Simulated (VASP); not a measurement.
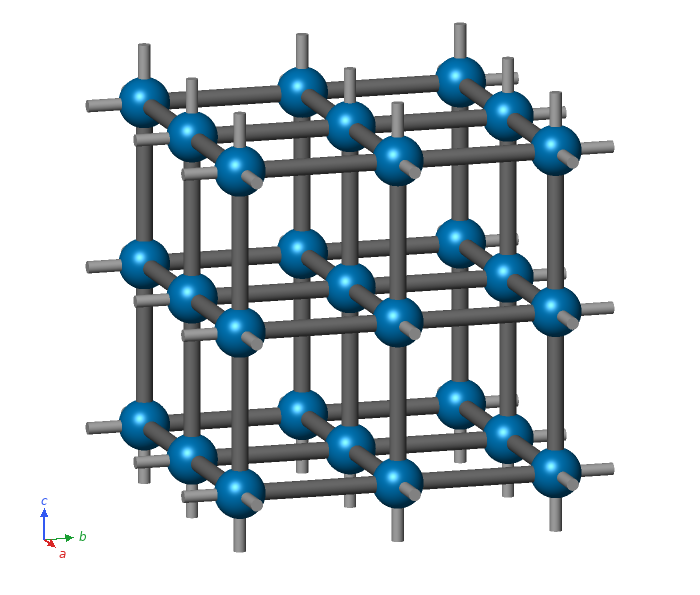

A cut-out of a periodic net derived from a crystal structure. Nodes are coloured by topological kind. Short stubs are edges that leave the cut-out.

> What net is this?

A uninodal 6-connected, three-periodic net. It is the pcu net, known from NaCl, ReO3 and the B-X framework of perovskite.

> Give point symbol and coordination sequence.

4^12.6^3, sequence 6, 18, 38, 66, 102, 146.

Where the net comes from. System KCl (space group Fm-3m, No. 225); source of the atomic positions: an entry of the Crystallography Open Database, as set up for an electronic-structure calculation. Bonds are taken as Cl–K below 3.5 Å. The graph is simplified in the usual way: terminal and isolated atoms are pruned, two-connected atoms become edges. K and Cl are 6-connected nodes.
